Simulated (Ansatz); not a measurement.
Single-point calculation, with input and output: Si₁₀₈C₁₀₈ (part 2 of 3)

Si₁₀₈C₁₀₈ (F-43m, 216 atoms in the cell); DFT, HSE06, PAW, plane waves (Ansatz 0.2.0); cutoff 420 eV, 1×1×1 k-mesh, Fermi–Dirac smearing of 0.01 eV. The structure was built on a prototype by a generator.

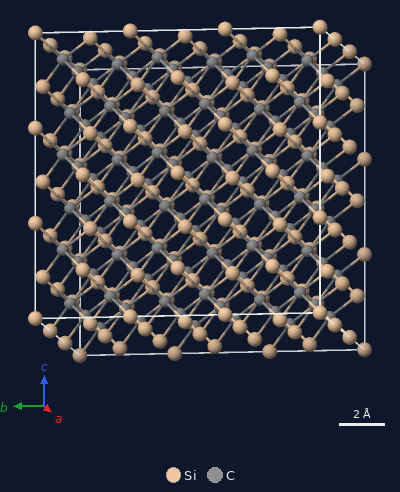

Fig. 1: The input geometry (ball-and-stick view of the cell of the calculation, seen at an oblique angle).

Output, continued
```
  atom 120  C      0.00401094     0.00433732     0.00399926
  atom 121  C      0.00395094     0.00399616     0.00436423
  atom 122  C      0.00388075     0.00390539     0.00390828
  atom 123  C      0.00400378     0.00388110     0.00405376
  atom 124  C      0.00391986     0.00409581     0.00442236
  atom 125  C      0.00385587     0.00415836     0.00381426
  atom 126  C      0.00397727     0.00412132     0.00408899
  atom 127  C      0.00405471     0.00425760     0.00422450
  atom 128  C      0.00402730     0.00429788     0.00400592
  atom 129  C      0.00409784     0.00434991     0.00409746
  atom 130  C      0.00404206     0.00392806     0.00416045
  atom 131  C      0.00401017     0.00385294     0.00402912
  atom 132  C      0.00410559     0.00386611     0.00414240
  atom 133  C      0.00405185     0.00414059     0.00421230
  atom 134  C      0.00402389     0.00418289     0.00393777
  atom 135  C      0.00411596     0.00411741     0.00418284
  atom 136  C      0.00416549     0.00412698     0.00437786
  atom 137  C      0.00419420     0.00406549     0.00396032
  atom 138  C      0.00412726     0.00411105     0.00398742
  atom 139  C      0.00416605     0.00440544     0.00439843
  atom 140  C      0.00419493     0.00436399     0.00384548
  atom 141  C      0.00410180     0.00429900     0.00408364
  atom 142  C      0.00415588     0.00379759     0.00444388
  atom 143  C      0.00418829     0.00389823     0.00386366
  atom 144  C      0.00410589     0.00391486     0.00402524
  atom 145  C      0.00432996     0.00409643     0.00427594
  atom 146  C      0.00423213     0.00405722     0.00399340
  atom 147  C      0.00441288     0.00410472     0.00405894
  atom 148  C      0.00426857     0.00436346     0.00428168
  atom 149  C      0.00417784     0.00433122     0.00390406
  atom 150  C      0.00439943     0.00427975     0.00414668
  atom 151  C      0.00430644     0.00385545     0.00433190
  atom 152  C      0.00420831     0.00394835     0.00390277
  atom 153  C      0.00440206     0.00395125     0.00409718
  atom 154  C      0.00382842     0.00408587     0.00419738
  atom 155  C      0.00390174     0.00403748     0.00404625
  atom 156  C      0.00379238     0.00411153     0.00408822
  atom 157  C      0.00389428     0.00438830     0.00418065
  atom 158  C      0.00395214     0.00434733     0.00397451
  atom 159  C      0.00383157     0.00429783     0.00417254
  atom 160  C      0.00385913     0.00386174     0.00425243
  atom 161  C      0.00393894     0.00394792     0.00395455
  atom 162  C      0.00380861     0.00392058     0.00412726
  atom 163  C      0.00419098     0.00421505     0.00424560
  atom 164  C      0.00415238     0.00431274     0.00419827
  atom 165  C      0.00412672     0.00428567     0.00388329
  atom 166  C      0.00420787     0.00399135     0.00418720
  atom 167  C      0.00415001     0.00387021     0.00424299
  atom 168  C      0.00412918     0.00396745     0.00389496
  atom 169  C      0.00419819     0.00412790     0.00414803
  atom 170  C      0.00413791     0.00413869     0.00418319
  atom 171  C      0.00411188     0.00408020     0.00400029
  atom 172  C      0.00424998     0.00424439     0.00416741
  atom 173  C      0.00432332     0.00434384     0.00431413
  atom 174  C      0.00441546     0.00429946     0.00385098
  atom 175  C      0.00419924     0.00392615     0.00411812
  atom 176  C      0.00430946     0.00384082     0.00435592
  atom 177  C      0.00440196     0.00391581     0.00384904
  atom 178  C      0.00418005     0.00415039     0.00407958
  atom 179  C      0.00429322     0.00415512     0.00431112
  atom 180  C      0.00438549     0.00410419     0.00394147
  atom 181  C      0.00389231     0.00424179     0.00413839
  atom 182  C      0.00386213     0.00432581     0.00438609
  atom 183  C      0.00378533     0.00429565     0.00380226
  atom 184  C      0.00391773     0.00392000     0.00409343
  atom 185  C      0.00387383     0.00384950     0.00446197
  atom 186  C      0.00380924     0.00393967     0.00378574
  atom 187  C      0.00395782     0.00416952     0.00405029
  atom 188  C      0.00389609     0.00414316     0.00440495
  atom 189  C      0.00383501     0.00410375     0.00388119
  atom 190  C      0.00439715     0.00407524     0.00418969
  atom 191  C      0.00431459     0.00406674     0.00432198
  atom 192  C      0.00421465     0.00413087     0.00381433
  atom 193  C      0.00446522     0.00441130     0.00409973
  atom 194  C      0.00433410     0.00430738     0.00432832
  atom 195  C      0.00425084     0.00435057     0.00389950
  atom 196  C      0.00442761     0.00384932     0.00415719
  atom 197  C      0.00432492     0.00394437     0.00426590
  atom 198  C      0.00422566     0.00384860     0.00390981
  atom 199  C      0.00391801     0.00409307     0.00422122
  atom 200  C      0.00395633     0.00408020     0.00424921
  atom 201  C      0.00402745     0.00413015     0.00385913
  atom 202  C      0.00385758     0.00439484     0.00412994
  atom 203  C      0.00391303     0.00429596     0.00422596
  atom 204  C      0.00398575     0.00433571     0.00397298
  atom 205  C      0.00388578     0.00383926     0.00418470
  atom 206  C      0.00392576     0.00396284     0.00419067
  atom 207  C      0.00399988     0.00386463     0.00395767
  atom 208  C      0.00400884     0.00404618     0.00412492
  atom 209  C      0.00406211     0.00406686     0.00442943
  atom 210  C      0.00408526     0.00410616     0.00376866
  atom 211  C      0.00399981     0.00436346     0.00403676
  atom 212  C      0.00407187     0.00427969     0.00445450
  atom 213  C      0.00410209     0.00432433     0.00383862
  atom 214  C      0.00402250     0.00391266     0.00408301
  atom 215  C      0.00407221     0.00398136     0.00438445
  atom 216  C      0.00409690     0.00389512     0.00386211
  max |Σ_I F_I| component: 1.43e-4 eV/Å
--- Band table (eV) ---
  k-point 0: bands = ["-7.9517", "-7.5610", "-7.5610", "-7.5610", "-7.1767", "-7.1767", "-7.1767", "-6.8008", "-6.7913", "-6.7912", ... 438 levels left out ..., "13.4776", "13.4776", "13.4776", "13.4776", "13.4776", "13.5382", "13.5382", "13.5382", "13.6394", "13.6394", "13.6394", "14.3400", "14.3400", "14.3400", "14.3400", "14.3400", "14.3400", "14.6211", "14.6211", "14.6211", "14.6211", "14.6211", "14.6211", "14.6756", "14.6756", "14.6756", "14.7386", "14.7386", "14.7386",
      "14.7386", "14.7386", "14.7386", "14.7720", "14.7720", "14.7720", "14.7752", "14.7752", "14.7752", "14.8261", "14.8261", "14.8261", "14.8261", "14.8261", "14.8261", "15.0691", "15.0691", "15.0692", "15.0692", "15.0692", "15.0692", "15.1219", "15.1219", "15.1219", "15.1644", "15.1644", "15.1644", "15.2188", "15.2188", "15.2188", "15.5852", "15.6912", "15.6912", "15.6912", "15.6912", "15.6912", "15.6912", "15.7108", "15.7108", "15.7108",
      "15.7108", "15.7108", "15.7108", "15.7349", "15.7349", "15.7349", "15.9345", "15.9345", "15.9345", "16.0874", "16.0874", "16.0874", "16.0874", "16.0874", "16.0874", "16.1024", "16.1034", "16.1034", "16.1034", "16.1351", "16.1351", "16.1351", "16.3772", "16.3772", "16.3772", "16.3772", "16.3772", "16.3772", "16.4834", "16.4834", "16.4834", "16.5172", "16.5172", "16.5172", "16.6427", "16.7562", "16.7562", "16.7562", "16.7562", "16.7562",
      "16.7562", "16.7811", "16.7811", "16.7811", "17.0205", "17.0205", "17.0205", "17.1022", "17.1022", "17.1022", "17.1022", "17.1022", "17.1022", "17.4107", "17.4107", "17.4107", "17.4676", "17.4676", "17.4676", "17.4799", "17.4800", "17.4800", "17.4933", "17.4933", "17.4951", "17.4951", "17.4951", "17.4951", "17.4951", "17.4951", "17.5818", "17.5818", "17.5818", "17.6677", "17.6791", "17.6791", "17.8107", "17.8107", "17.8107", "17.8107",
      "17.8107", "17.8107", "17.8190", "17.8190", "17.8190", "17.8415", "17.8415", "17.8415", "17.9277", "17.9277", "17.9277", "17.9277", "17.9277", "17.9277", "17.9351", "17.9351", "17.9351", "17.9578", "17.9578", "17.9578", "17.9829", "17.9829", "17.9829", "17.9829", "17.9829", "17.9829", "17.9848", "17.9848", "17.9848", "18.0045", "18.0045", "18.0045", "18.0201", "18.0201", "18.0201", "18.1214", "18.1214", "18.1214", "18.1282", "18.1282",
      "18.1703", "18.1703", "18.1703", "18.2252", "18.2252", "18.2252", "18.2252", "18.2252", "18.2252", "18.5718", "18.5718"]
--- Löwdin populations: 216 sites ---
  site symbol       q [e]
     0     Si      2.9146
     1     Si      2.9146
     2     Si      2.9146
     3     Si      2.9146
     4     Si      2.9146
     5     Si      2.9146
     6     Si      2.9146
     7     Si      2.9146
     8     Si      2.9146
     9     Si      2.9146
    10     Si      2.9146
    11     Si      2.9146
    12     Si      2.9146
    13     Si      2.9146
    14     Si      2.9146
    15     Si      2.9146
    16     Si      2.9146
    17     Si      2.9146
    18     Si      2.9146
    19     Si      2.9146
    20     Si      2.9146
    21     Si      2.9146
    22     Si      2.9146
    23     Si      2.9146
    24     Si      2.9146
    25     Si      2.9146
    26     Si      2.9146
    27     Si      2.9146
    28     Si      2.9146
    29     Si      2.9146
    30     Si      2.9146
    31     Si      2.9146
    32     Si      2.9146
    33     Si      2.9146
    34     Si      2.9146
    35     Si      2.9146
    36     Si      2.9146
    37     Si      2.9146
    38     Si      2.9146
    39     Si      2.9146
    40     Si      2.9146
    41     Si      2.9146
    42     Si      2.9146
    43     Si      2.9146
    44     Si      2.9146
    45     Si      2.9146
    46     Si      2.9146
    47     Si      2.9146
    48     Si      2.9146
    49     Si      2.9146
    50     Si      2.9146
    51     Si      2.9146
    52     Si      2.9146
    53     Si      2.9146
    54     Si      2.9146
    55     Si      2.9146
    56     Si      2.9146
    57     Si      2.9146
    58     Si      2.9146
    59     Si      2.9146
    60     Si      2.9146
    61     Si      2.9146
    62     Si      2.9146
    63     Si      2.9146
    64     Si      2.9146
    65     Si      2.9146
    66     Si      2.9146
    67     Si      2.9146
    68     Si      2.9146
    69     Si      2.9146
    70     Si      2.9146
    71     Si      2.9146
    72     Si      2.9146
    73     Si      2.9146
    74     Si      2.9146
    75     Si      2.9146
    76     Si      2.9146
    77     Si      2.9146
    78     Si      2.9146
    79     Si      2.9146
    80     Si      2.9146
    81     Si      2.9146
    82     Si      2.9146
    83     Si      2.9146
    84     Si      2.9146
    85     Si      2.9146
    86     Si      2.9146
    87     Si      2.9146
    88     Si      2.9146
    89     Si      2.9146
    90     Si      2.9146
    91     Si      2.9146
    92     Si      2.9146
    93     Si      2.9146
    94     Si      2.9146
    95     Si      2.9146
    96     Si      2.9146
    97     Si      2.9146
    98     Si      2.9146
    99     Si      2.9146
   100     Si      2.9146
   101     Si      2.9146
   102     Si      2.9146
   103     Si      2.9146
   104     Si      2.9146
   105     Si      2.9146
   106     Si      2.9146
   107     Si      2.9146
   108      C      5.0049
   109      C      5.0049
   110      C      5.0049
   111      C      5.0049
   112      C      5.0049
   113      C      5.0049
   114      C      5.0049
   115      C      5.0049
   116      C      5.0049
   117      C      5.0049
   118      C      5.0049
   119      C      5.0049
   120      C      5.0049
   121      C      5.0049
   122      C      5.0049
   123      C      5.0049
   124      C      5.0049
   125      C      5.0049
   126      C      5.0049
   127      C      5.0049
   128      C      5.0050
   129      C      5.0049
   130      C      5.0049
   131      C      5.0050
   132      C      5.0049
   133      C      5.0049
   134      C      5.0050
   135      C      5.0049
   136      C      5.0050
   137      C      5.0050
   138      C      5.0049
   139      C      5.0049
   140      C      5.0049
   141      C      5.0049
   142      C      5.0049
   143      C      5.0049
   144      C      5.0049
   145      C      5.0049
   146      C      5.0049
   147      C      5.0049
   148      C      5.0049
   149      C      5.0049
   150      C      5.0049
   151      C      5.0049
   152      C      5.0049
   153      C      5.0049
   154      C      5.0049
   155      C      5.0050
   156      C      5.0049
   157      C      5.0049
   158      C      5.0049
   159      C      5.0049
   160      C      5.0049
   161      C      5.0049
   162      C      5.0050
   163      C      5.0049
   164      C      5.0049
   165      C      5.0050
   166      C      5.0049
   167      C      5.0049
   168      C      5.0050
   169      C      5.0049
   170      C      5.0049
   171      C      5.0049
   172      C      5.0049
   173      C      5.0049
   174      C      5.0049
   175      C      5.0049
   176      C      5.0049
   177      C      5.0049
   178      C      5.0049
   179      C      5.0049
   180      C      5.0049
   181      C      5.0049
   182      C      5.0049
   183      C      5.0049
   184      C      5.0049
   185      C      5.0049
   186      C      5.0049
   187      C      5.0049
   188      C      5.0049
   189      C      5.0049
   190      C      5.0049
   191      C      5.0049
   192      C      5.0049
   193      C      5.0049
   194      C      5.0049
   195      C      5.0049
   196      C      5.0049
   197      C      5.0049
   198      C      5.0049
   199      C      5.0049
   200      C      5.0049
   201      C      5.0049
   202      C      5.0049
   203      C      5.0049
   204      C      5.0049
   205      C      5.0049
   206      C      5.0049
   207      C      5.0050
   208      C      5.0050
   209      C      5.0050
   210      C      5.0049
   211      C      5.0049
   212      C      5.0049
   213      C      5.0049
   214      C      5.0049
   215      C      5.0049
  spilling = 0.010055 (of n_electrons = 864.000000)
```

This output came from the following input.
